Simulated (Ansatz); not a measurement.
Consider this structure.

```
CELL_PARAMETERS angstrom
3.14307 0.00000 0.00000
-1.57153 2.72198 0.00000
0.00000 0.00000 18.85518
ATOMIC_POSITIONS crystal
Mo 0.66667 0.33333 0.33310
S 0.33333 0.66667 0.08242
S 0.00000 0.00000 0.25048
Mo 0.33333 0.66667 0.66643
S 0.00000 0.00000 0.41575
S 0.66667 0.33333 0.58382
Mo 0.00000 0.00000 0.99977
S 0.66667 0.33333 0.74908
S 0.33333 0.66667 0.91715
```

**Summarise the structure in words.**

It has the composition MoS2. Space group R3m (No. 160), lattice rhombohedral (trigonal R). It has 9 atoms to the cell (3 Mo, 6 S). Each Mo atom is coordinated by six S in a trigonal prismatic arrangement at 2.39 Å. Around each S lie three Mo in a trigonal pyramidal arrangement at 2.39 Å. Not all metal-metal contacts are counted. The bonds build MoS2 layers parallel to (001).

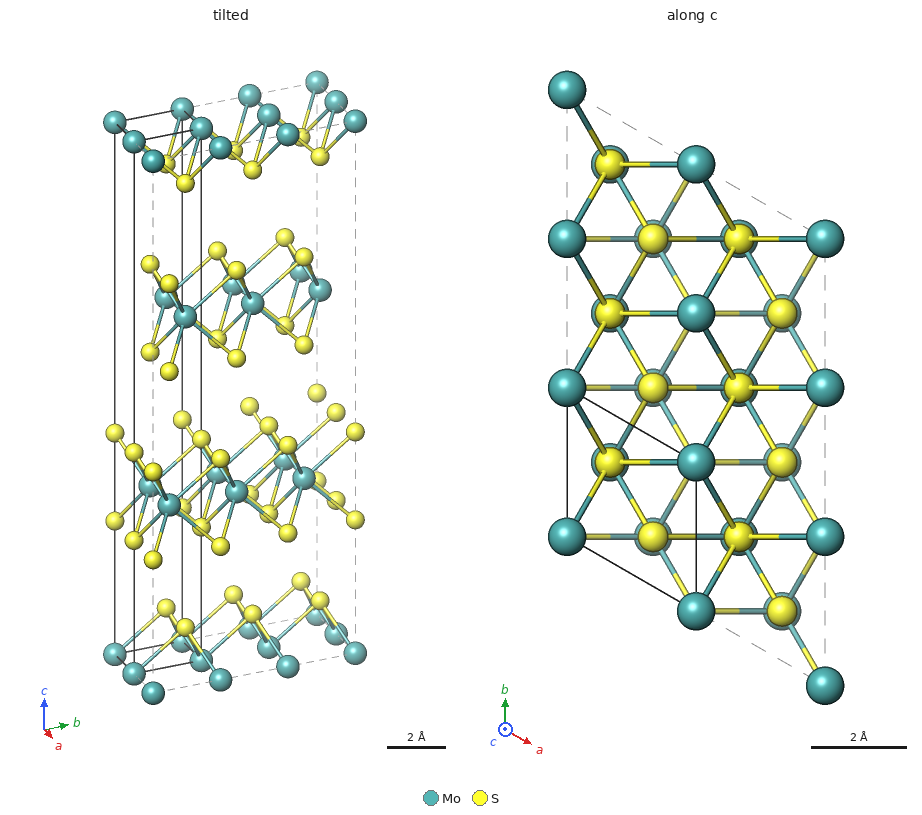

An orthographic ball-and-stick view of the structure, slightly off an axis and along the c axis. A block of 2×3×1 cells is shown, with one conventional unit cell in solid outline.

The starting point was a structure listed in the Materials Project, with elements exchanged, so it need not be a known form of the compound. Earlier steps of the study, as a rule a relaxation of our own, may have changed the cell and positions, so they can lie some per cent off the listed ones. Ansatz was used for an electronic-structure calculation on it.
